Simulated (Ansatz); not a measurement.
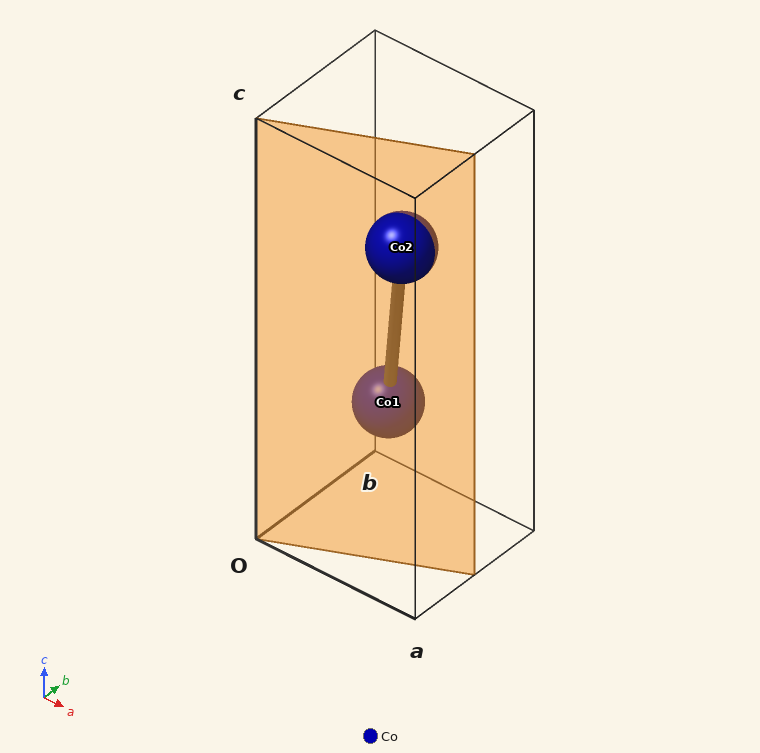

The shaded plane is a symmetry element of the crystal. Crystal: Co, the input geometry of an electronic-structure calculation (not necessarily at equilibrium). Symmetry computed with spglib at a tolerance of 0.002 Å; standard conventional cell.

a = 2.473 Å, b = 2.473 Å, c = 3.983 Å, α = 90.00°, β = 90.00°, γ = 120.00°.

```json
{"atom": "Co1", "x": "0.3333", "y": "0.6667", "z": "0.2500"}
{"atom": "Co2", "x": "0.6667", "y": "0.3333", "z": "0.7500"}
```

Is it a mirror or a glide plane, and what is the operation?

It is a mirror plane, parallel to (1 −2 0), through (0.600, 0.300, 1/2): x, y, z → x, x−y, z.

Onto which atom does it carry each atom (up to whole multiples of a, b and c)?

Co1 → Co1, Co2 → Co2.

What is the crystal's space group?

P6₃/mmc, No. 194.
